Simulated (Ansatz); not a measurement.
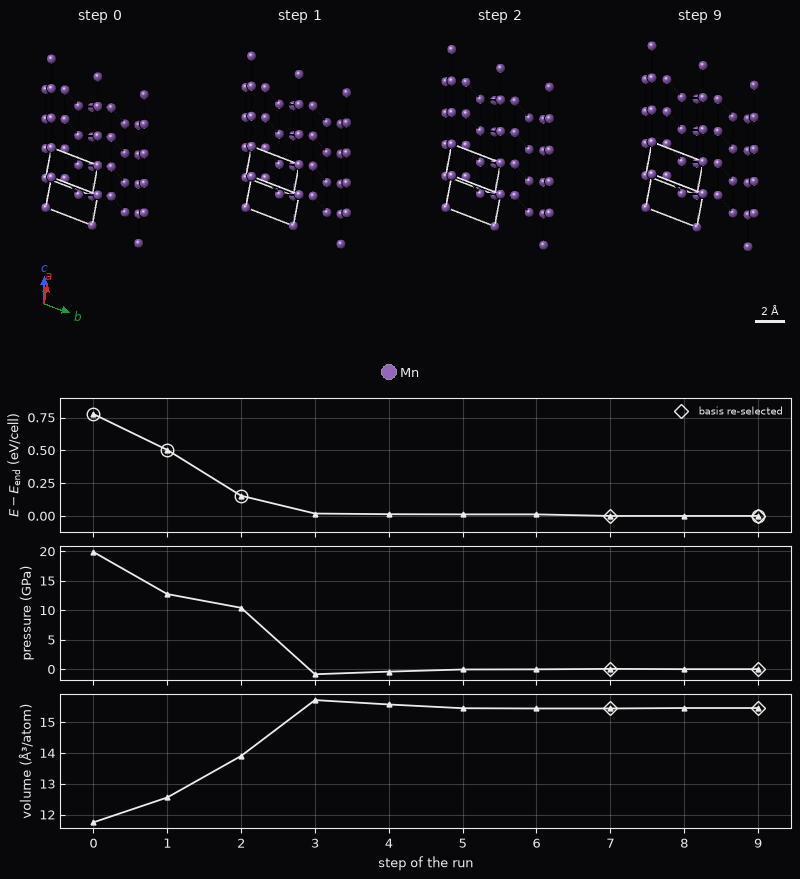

Frames of a relaxation of crystalline Mn (a generated structure, set up in P6/mmm), marked on the history of the run. Style: ball-and-stick. Shown: the cell of the calculation, repeated 1 × 2 × 4 with one cell outlined, from a free direction.

Phase: omega (AlB2-type).

Computed with Ansatz, DFT, r2SCAN, plane waves (500 eV) with PAW, scalar-relativistic.

Input
```yaml
crystal:
  lattice:
    - [4.0493320461, 0.0, 0.0]
    - [-2.024666023, 3.5068244202, 0.0]
    - [0.0, 0.0, 2.4822405442]
  atoms:
    - { symbol: Mn, position: [0.0, 0.0, 0.0], spin: 3.0 }
    - { symbol: Mn, position: [0.3333333333, 0.6666666667, 0.5], spin: 3.0 }
    - { symbol: Mn, position: [0.6666666667, 0.3333333333, 0.5], spin: 3.0 }
hamiltonian:
  xc: r2scan
  pseudopotentials:
    kind: paw
    azcp:
      Mn: "pseudopotentials/Mn.paw.azcp"
basis:
  ecutwfc: 500
  fft_grid_basis: typed
kpoints:
  mp_grid: { grid: [9, 9, 13], shift: [0, 0, 0] }
magnetization:
  spin_polarized: true
scf:
  occupations: { method: fermi_dirac, width: 0.05 }
relax:
  max_steps: 60
  f_tol: 0.01
  cell: {}
```

Launched with:
```bash
ansatz run input.yaml --threads 1 --pin off --max-ram 3584MiB --backend cpu --events-out ev --progress --plain --runs-dir out
```

> What happens along the run?

The energy falls by 0.776 eV per cell of the calculation in 7 accepted moves (9 points after the start). All forces vanish by symmetry, so only the cell relaxes. Pressure: 19.89 GPa at the start and 0.01 GPa at the end. The SCF was repeated twice at an unchanged geometry on a basis and grid sized afresh for the cell, which shifted the energy by 12.0 meV per cell of the calculation at most. No atom moves by more than 0.005 Å relative to the cell. The volume changes by +31.6 %, with a = b 4.049 → 4.459 Å (+10.1 %), c 2.482 → 2.693 Å (+8.5 %). Some distances before and after: Mn1–Mn2 2.647 → 2.905 Å, Mn2–Mn3 2.338 → 2.574 Å, Mn1–Mn1 2.482 → 2.693 Å. The space group stays P6/mmm (No. 191). The run may lie on a higher electronic state than the lowest, so the end point isn't shown to be the ground-state structure. From step 0 to 1: volume +6.9 %, energy −0.273 eV per cell of the calculation. From step 1 to 2: volume +10.7 %, energy −0.349 eV per cell of the calculation. From step 2 to 9: volume +11.2 %, energy −0.154 eV per cell of the calculation.
